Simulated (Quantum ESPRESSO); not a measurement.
# BN (P6_3/mmc): third-order response, part 2 of 3

Wanted: vibrational spectra of BN (P6_3/mmc) from linear and non-linear response.

Quantum ESPRESSO 8.0 development, patched; DFT LDA, scalar-relativistic, plane waves, PseudoDojo norm-conserving pseudopotentials.

So far. Step 2 (A first look): A gap of 4.3 eV opens on this mesh, so the crystal is taken as an insulator; the start stands at -2.9 GPa. Step 4 (Self-consistent run for the response): The cell stands at -0.0057 GPa, close enough for phonons. The relaxed cell has a = 2.489, c = 6.481 Å (conventional setting).

The database entry behind the starting cell differs from later determinations by our own check (about 0.3 % short, minor phase), so it need not match the best structure at ambient conditions.

## (5) Zone-centre response

At q = 0 one unit cell holds all displacements; symmetry groups them into irreducible representations that are solved one by one. The response to a field gives ε∞ and the Born charges, which polar modes need. Third-order response adds the Raman tensors.

Input file ph.in:

```
phonons
 &inputph
    prefix='x',
    outdir='./tmp',
    fildyn='g.dyn',
    tr2_ph=1.0d-18,
    epsil=.true.,
    lraman=.true.,
    elop=.true.,
 /
0.000000000000 0.000000000000 0.000000000000
```

Started as:

```
> OMP_NUM_THREADS=1 mpirun -n 4 ph.x -nk 4 -in ph.in > ph.out
```

The log of the run:

```text
[banners, grids, parts of the stress and lines that vanish by symmetry left out]
[banner, memory and clock lines left out]
Program PHONON v.8.0dev

[...]
(   1q-points):
[...]
Exchange-correlation= PW
                           (   1   4   0   0   0   0   0)
[...]
kinetic-energy cut-off    =      84.0000  Ry
     charge density cut-off    =     336.0000  Ry
     convergence threshold     =      1.0E-18
[...]
Exchange-correlation= PW
                           (   1   4   0   0   0   0   0)
[...]
q = (   0.0000000   0.0000000   0.0000000 )
     25 Sym.Ops. (with q -> -q+G )
     G cutoff =  188.3011  (  24377 G-vectors)     FFT grid: ( 27, 27, 72)
     number of k points=    57
[...]
Mode symmetry, D_6h(6/mmm) point group:
[...]
Dielectric constant
[...]
End of electric fields calculation
          Dielectric constant in cartesian axis
          (       4.848388137       0.000000000      -0.000000000 )
          (      -0.000000000       4.848388137       0.000000000 )
          (       0.000000000      -0.000000000       2.848724100 )
          Effective charges (d Force / dE) in cartesian axis without acoustic sum rule applied (asr)
           atom    1  B     Mean Z*:        2.07147
      Ex  (        2.69758       -0.00000       -0.00000 )
      Ey  (       -0.00000        2.69758       -0.00000 )
      Ez  (        0.00000        0.00000        0.81924 )
           atom    2  B     Mean Z*:        2.07147
      Ex  (        2.69758       -0.00000       -0.00000 )
      Ey  (       -0.00000        2.69758        0.00000 )
      Ez  (        0.00000       -0.00000        0.81924 )
           atom    3  N     Mean Z*:       -2.07150
      Ex  (       -2.69760        0.00000        0.00000 )
      Ey  (        0.00000       -2.69760        0.00000 )
      Ez  (        0.00000       -0.00000       -0.81931 )
           atom    4  N     Mean Z*:       -2.07150
      Ex  (       -2.69760        0.00000        0.00000 )
      Ey  (        0.00000       -2.69760       -0.00000 )
      Ez  (        0.00000       -0.00000       -0.81931 )
          Effective charges Sum: Mean:       -0.00007
[...]
Effective charges (d Force / dE) in cartesian axis with asr applied:
           atom    1  B     Mean Z*:        2.07149
[...]
atom    2  B     Mean Z*:        2.07149
[...]
atom    3  N     Mean Z*:       -2.07149
[...]
atom    4  N     Mean Z*:       -2.07149
[...]
Dielectric constant from finite-differences
          (       4.848338831       0.000000000      -0.000000000 )
          (       0.000000000       4.848338831       0.000000000 )
          (       0.000000000      -0.000000000       2.848611274 )
[...]
(       0.000000000       0.000000000       0.000000000 )
          (       0.000000000      -0.000000000       0.000000000 )
          (       0.000000000      -0.000000000       0.000000000 )
          (       0.000000000       0.000000000       0.000000000 )
          (       0.000000000       0.000000000      -0.000000000 )
          (      -0.000000000      -0.000000000       0.000000000 )
          (       0.000000000       0.000000000       0.000000000 )
          (       0.000000000       0.000000000       0.000000000 )
[...]
(       0.000000000      -1.365634571       0.000000000 )
          (      -0.000000000       0.000000000       0.000000000 )
          (       0.000000000       0.000000000      -0.000000000 )
          (       0.000000000      -0.000000000      -0.000000000 )
          (      -0.000000000      -0.000000000       0.000000000 )
[...]
Representation #   1 mode #   1
[...]
End of self-consistent calculation
     Convergence has been achieved
     Representation #   2 mode #   2
[...]
End of self-consistent calculation
     Convergence has been achieved
     Representation #   3 modes #   3   4
[...]
End of self-consistent calculation
     Convergence has been achieved
     Representation #   4 modes #   5   6
[...]
End of self-consistent calculation
     Convergence has been achieved
     Representation #   5 mode #   7
[...]
End of self-consistent calculation
     Convergence has been achieved
     Representation #   6 mode #   8
[...]
End of self-consistent calculation
     Convergence has been achieved
     Representation #   7 modes #   9  10
[...]
End of self-consistent calculation
     Convergence has been achieved
     Representation #   8 modes #  11  12
[...]
End of self-consistent calculation
     Convergence has been achieved
[...]
Dielectric constant in cartesian axis
          (       4.848388137       0.000000000      -0.000000000 )
          (      -0.000000000       4.848388137       0.000000000 )
          (       0.000000000      -0.000000000       2.848724100 )
          Effective charges (d Force / dE) in cartesian axis without acoustic sum rule applied (asr)
           atom    1  B     Mean Z*:        2.07147
      Ex  (        2.69758       -0.00000       -0.00000 )
      Ey  (       -0.00000        2.69758       -0.00000 )
      Ez  (        0.00000        0.00000        0.81924 )
           atom    2  B     Mean Z*:        2.07147
      Ex  (        2.69758       -0.00000       -0.00000 )
      Ey  (       -0.00000        2.69758        0.00000 )
      Ez  (        0.00000       -0.00000        0.81924 )
           atom    3  N     Mean Z*:       -2.07150
      Ex  (       -2.69760        0.00000        0.00000 )
      Ey  (        0.00000       -2.69760        0.00000 )
      Ez  (        0.00000       -0.00000       -0.81931 )
           atom    4  N     Mean Z*:       -2.07150
      Ex  (       -2.69760        0.00000        0.00000 )
      Ey  (        0.00000       -2.69760       -0.00000 )
      Ez  (        0.00000       -0.00000       -0.81931 )
          Effective charges Sum: Mean:       -0.00007
[...]
Effective charges (d Force / dE) in cartesian axis with asr applied:
           atom    1  B     Mean Z*:        2.07149
[...]
atom    2  B     Mean Z*:        2.07149
[...]
atom    3  N     Mean Z*:       -2.07149
[...]
atom    4  N     Mean Z*:       -2.07149
[...]
q = (    0.000000000   0.000000000   0.000000000 )
[...]
freq (    1) =      -0.003578 [THz] =      -0.119338 [cm-1]
     freq (    2) =       0.018694 [THz] =       0.623568 [cm-1]
     freq (    3) =       0.018694 [THz] =       0.623568 [cm-1]
     freq (    4) =       1.516838 [THz] =      50.596279 [cm-1]
     freq (    5) =       1.516838 [THz] =      50.596279 [cm-1]
     freq (    6) =       3.426184 [THz] =     114.285184 [cm-1]
     freq (    7) =      22.668991 [THz] =     756.156161 [cm-1]
     freq (    8) =      24.502907 [THz] =     817.328994 [cm-1]
     freq (    9) =      41.550237 [THz] =    1385.966735 [cm-1]
     freq (   10) =      41.550237 [THz] =    1385.966735 [cm-1]
     freq (   11) =      41.551560 [THz] =    1386.010846 [cm-1]
     freq (   12) =      41.551560 [THz] =    1386.010846 [cm-1]
[...]
Mode symmetry, D_6h(6/mmm) point group:
     freq (   1-   1) =         -0.1  [cm-1]   --> A_2u            I
     freq (   2-   3) =          0.6  [cm-1]   --> E_1u            I
     freq (   4-   5) =         50.6  [cm-1]   --> E_2g            R
     freq (   6-   6) =        114.3  [cm-1]   --> B_1g
     freq (   7-   7) =        756.2  [cm-1]   --> A_2u            I
     freq (   8-   8) =        817.3  [cm-1]   --> B_1g
     freq (   9-  10) =       1386.0  [cm-1]   --> E_2g            R
     freq (  11-  12) =       1386.0  [cm-1]   --> E_1u            I
```

Elapsed: 8.9 min, on 4 MPI ranks of Intel Xeon at 2.70GHz, shared host.

This step gave:

```
miss of the charge sum rule                                       : 1.40e-4 e
largest acoustic frequency at the zone centre before the sum rule : 0.62 cm⁻¹
highest optical zone-centre mode (no LO-TO term)                  : 1386 cm⁻¹
lowest optical zone-centre mode                                   : 50.6 cm⁻¹
mean high-frequency dielectric constant                           : 4.182
largest Born charge in size (third of the trace)                  : 2.071 e
```

Born charge (rows field, columns displacement), before the sum rule (e), principal values of the symmetric part by kind of site:

```csv
atom,atoms with these values,low,middle,high,mean
B1,2,0.82,2.70,2.70,2.07
N3,2,-2.70,-2.70,-0.82,-2.07
```

In full for B1:

```
2.70 0.00 0.00
0.00 2.70 0.00
0.00 0.00 0.82
```

High-frequency dielectric tensor:

```
4.85 0.00 0.00
0.00 4.85 0.00
0.00 0.00 2.85
```

The acoustic modes at Γ come out as far as 0.6 cm⁻¹ from zero, where they should vanish, a small numerical error; the Born charges miss their sum rule by 1.4e-4 e, which is good.

## (6) Zone-centre analysis

A rigid shift of the crystal must cost nothing, but grids and finite bases break this; the acoustic sum rule is imposed before the matrix is diagonalised again. With Born charges the intensities follow, and the static dielectric tensor.

Input file dynmat.in:

```
 &input
    fildyn='g.dyn',
    asr='crystal',
    fileig='dynmat.eig',
    lperm=.true.,
 /
```

Started as:

```
> dynmat.x -in dynmat.in > dynmat.out
```

The log of the run:

```text
[banner, memory and clock lines left out]
Program DYNMAT v.8.0dev

     Reading Dynamical Matrix from file g.dyn
     ...Force constants read
     ...epsilon and Z* read
     ...Raman cross sections read
     Acoustic Sum Rule: || Z*(ASR) - Z*(orig)|| =    6.701443E-05
     Acoustic Sum Rule: ||dyn(ASR) - dyn(orig)||=    4.713897E-06
     A direction for q was not specified:TO-LO splitting will be absent

     Polarizability (A^3 units)
     multiply by 0.485293 for Clausius-Mossotti correction (not under assume_isolated = 'mt')
        10.648923   -0.000000    0.000000
         0.000000   10.648923   -0.000000
        -0.000000    0.000000    5.115628

     IR activities are in (D/A)^2/amu units
     Raman activities are in A^4/amu units
     multiply Raman by 0.055465 for Clausius-Mossotti correction (not under assume_isolated = 'mt')

# mode   [cm-1]    [THz]      IR          Raman   depol.fact
    1     -0.00   -0.0000    0.0000         0.0000    0.7499
    2      0.00    0.0000    0.0000         0.0000    0.7490
    3      0.00    0.0000    0.0000         0.0000    0.7495
    4     50.60    1.5168    0.0000         0.0435    0.7500
    5     50.60    1.5168    0.0000         0.0435    0.7500
    6    114.29    3.4262    0.0000         0.0000    0.7494
    7    756.16   22.6690    5.0762         0.0000    0.7500
    8    817.33   24.5029    0.0000         0.0000    0.7500
    9   1385.97   41.5502    0.0000       359.4362    0.7500
   10   1385.97   41.5502    0.0000       359.4362    0.7500
   11   1386.01   41.5516   55.0339         0.0000    0.7500
   12   1386.01   41.5516   55.0339         0.0000    0.7500

Electronic dielectric permittivity tensor (relative, adimensional)
         4.848388   -0.000000    0.000000
         0.000000    4.848388   -0.000000
        -0.000000    0.000000    2.848724

 ... with zone-center polar mode contributions
         6.605556   -0.000000   -0.000000
        -0.000000    6.605556   -0.000000
        -0.000000   -0.000000    3.393264

)
[end of the log left out, with the tail of the file of modes that dynmat.x writes under the same name]
```

Run time: 0.72 s. Hardware: 1 thread.

Read from the output:

| Property | Result |
| --- | --- |
| mean static dielectric constant | 5.535 |

Unit eigenvectors of the mass-weighted matrix after the sum rule; no LO-TO term. The modes at Γ (shares of kinetic energy by element, %):

```csv
mode,frequency (cm⁻¹),B %,N %
1,0.0,44,56
2,0.0,44,56
3,0.0,44,56
4,50.6,44,56
5,50.6,44,56
6,114.3,44,56
7,756.2,56,44
8,817.3,56,44
9,1386.0,56,44
10,1386.0,56,44
11,1386.0,56,44
12,1386.0,56,44
```

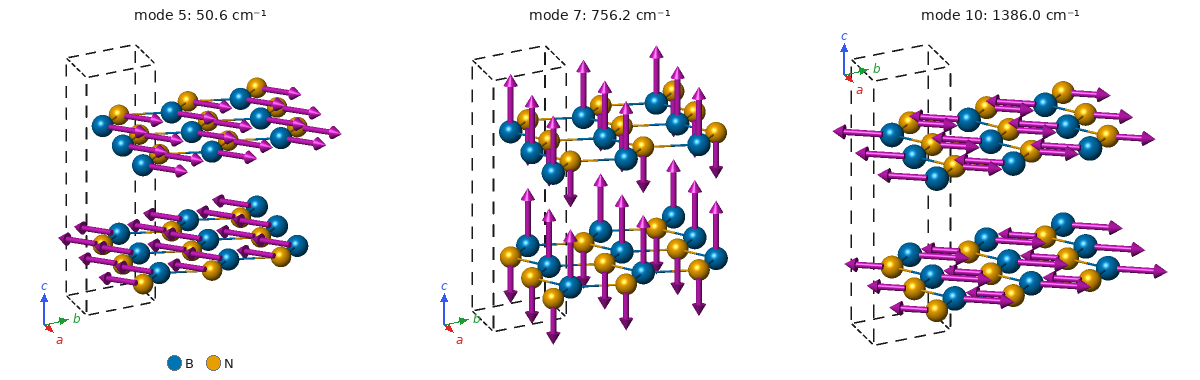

Displacement patterns of modes 5, 7 and 10 at Γ; arrows are exaggerated. 3×3×1 cells are drawn.

Degenerate modes summed, no LO-TO term. Lines of the infrared spectrum (strongest = 100):

```csv
position (cm⁻¹),lines merged,"IR intensity, relative"
51,2,0.0
114,1,0.0
756,1,4.6
817,1,0.0
1386,4,100
```

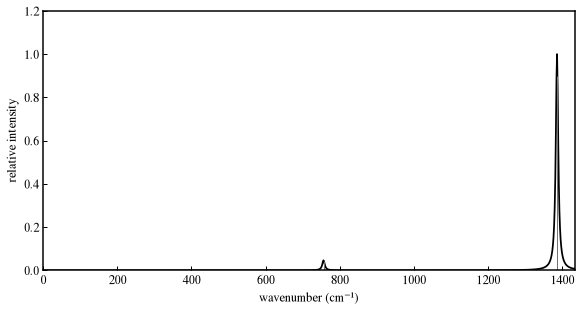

The infrared spectrum, broadened with Lorentzians of width 8 cm⁻¹; bars mark the lines.

Degenerate modes summed. Lines of the Raman spectrum (strongest = 100):

```csv
position (cm⁻¹),lines merged,"Raman activity, relative"
51,2,0.0
114,1,0.0
756,1,0.0
817,1,0.0
1386,4,100
```

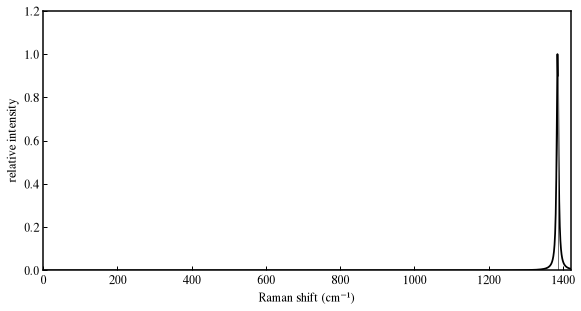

The Raman spectrum, broadened with Lorentzians of width 6 cm⁻¹; bars mark the lines.

Static dielectric tensor (ions relaxed, fixed cell):

```
6.61 0.00 0.00
0.00 6.61 0.00
0.00 0.00 3.39
```

The rule moves no optical mode by more than 0.1 cm⁻¹.

## (7) Sum rules set otherwise: a sum rule for molecules or wires on a crystal

This rule also removes rotations, which suits molecules and not a crystal; it is tried to see the harm.

Input file dynmat.in:

```
 &input
    fildyn='g.dyn',
    asr='zero-dim',
    fileig='dynmat.eig',
    lperm=.true.,
 /
```

Started as:

```
> dynmat.x -in dynmat.in > dynmat.out
```

The log of the run:

```text
[banner, memory and clock lines left out]
Program DYNMAT v.8.0dev

     Reading Dynamical Matrix from file g.dyn
     ...Force constants read
     ...epsilon and Z* read
     ...Raman cross sections read
     Warning: this looks like a crystal, not a molecule in a box: use asr = 'crystal'
     Acoustic Sum Rule: || Z*(ASR) - Z*(orig)|| =    6.701443E-05
     Acoustic Sum Rule: ||dyn(ASR) - dyn(orig)||=    1.806498E+00
     Message from routine dynmat:
     WARNING: the charges keep any dipole. Ignore the strengths of the modes set to zero; with q typed a rigid rotation may get a frequency
     A direction for q was not specified:TO-LO splitting will be absent

     Polarizability (A^3 units)
     multiply by 0.485293 for Clausius-Mossotti correction (not under assume_isolated = 'mt')
        10.648923   -0.000000    0.000000
         0.000000   10.648923   -0.000000
        -0.000000    0.000000    5.115628

     IR activities are in (D/A)^2/amu units
     Raman activities are in A^4/amu units
     multiply Raman by 0.055465 for Clausius-Mossotti correction (not under assume_isolated = 'mt')

# mode   [cm-1]    [THz]      IR          Raman   depol.fact
    1     -0.00   -0.0000    0.0000       163.3578    0.7500
    2     -0.00   -0.0000    0.0000        40.0703    0.7500
    3     -0.00   -0.0000    0.0000        33.4565    0.7500
    4     -0.00   -0.0000    0.0000         6.6863    0.7500
    5      0.00    0.0000    0.0000        13.1045    0.7500
    6      0.00    0.0000    0.0000       102.8364    0.7500
    7    114.44    3.4309    0.0000         0.0001    0.7500
    8    746.02   22.3651    0.0000         0.1001    0.7500
    9    756.16   22.6690    5.0762         0.0000    0.7500
   10   1386.01   41.5516   55.0339         0.0000    0.7500
   11   1386.01   41.5516   55.0339         0.0000    0.7500
   12   1386.84   41.5765    0.0000       359.3475    0.7500

Electronic dielectric permittivity tensor (relative, adimensional)
         4.848388   -0.000000    0.000000
         0.000000    4.848388   -0.000000
        -0.000000    0.000000    2.848724

 ... with zone-center polar mode contributions
         6.605556   -0.000000   -0.000000
        -0.000000    6.605556   -0.000000
        -0.000000   -0.000000    3.393264

[end of the log left out, with the tail of the file of modes that dynmat.x writes under the same name]
```

The job ended after 0.68 s (1 thread).

The program raised no error, yet the settings are not those of a careful run.

The fault: a sum rule for molecules or wires on a crystal; 3 optical modes are projected out to zero frequency, as if they were rotations.

For a crystal the rule has to be 'simple' or 'crystal'.

Zone-centre frequencies as printed; negative means imaginary. Modes:

```csv
mode,frequency (cm⁻¹)
1,0
2,0
3,0
4,0
5,0
6,0
7,114.4
8,746
9,756.2
10,1386
11,1386
12,1387
```

(Part 2 of 3 ends here.)

[Host names and launcher messages were left out of these logs when they were recorded.]

[Logs are printed without paths, hosts, clocks, repeated set-up lines and the standing remarks that a program may print on its own settings, such as how far it seeks lower states.]

[Hosts, paths, dates, database ids (printed as entryN), source tags and the programs' standing remarks are cut or masked in the printed files.]
